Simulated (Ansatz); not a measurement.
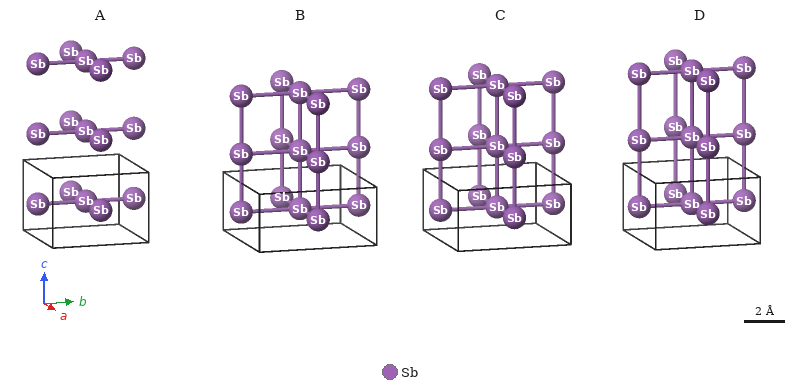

4 geometries from one relaxation of crystalline Sb (a generated structure, set up in P4/mmm) (coarse preliminary run), in shuffled order. The picture is a ball-and-stick view of the cell of the calculation, repeated 1 × 1 × 3 with one cell outlined, seen slightly off an axis.

These are results of Ansatz 0.2.0, DFT PBE, scalar-relativistic, plane waves, PAW, not measurements. Set-up: plane-wave cutoff 420 eV; k-point mesh 4 × 4 × 6; occupations gaussian; smearing width 0.1 eV; no spin polarisation; cell and atoms relaxed; force threshold 0.04 eV/Å; at most 70 steps.

**Order the frames from highest to lowest energy.**

A, D, C, B. They are steps 0, 2, 4, 12, at +3.402 eV per cell of the calculation, +1.033 eV per cell of the calculation, +0.274 eV per cell of the calculation relative to the last. No atom moves by more than 0.005 Å relative to the cell. The volume changes by +24.0 %, with a = b 5.039 → 6.167 Å (+22.4 %), c 3.579 → 2.962 Å (−17.2 %). Near-neighbour distances that change, for instance: Sb–Sb 3.579 → 2.962 Å, Sb–Sb 2.519 → 3.083 Å. The space group stays P4/mmm (No. 123). The energy falls by 3.402 eV per cell of the calculation in 9 accepted moves (12 points after the start). All forces vanish by symmetry, so only the cell relaxes. The pressure goes from 22.97 to 0.08 GPa. The line search rejected the trial step at point 6 of the run. At 2 points the geometry stayed and the basis and grid were re-selected for the new cell (energy shift of 0.104 eV per cell of the calculation at most each time).
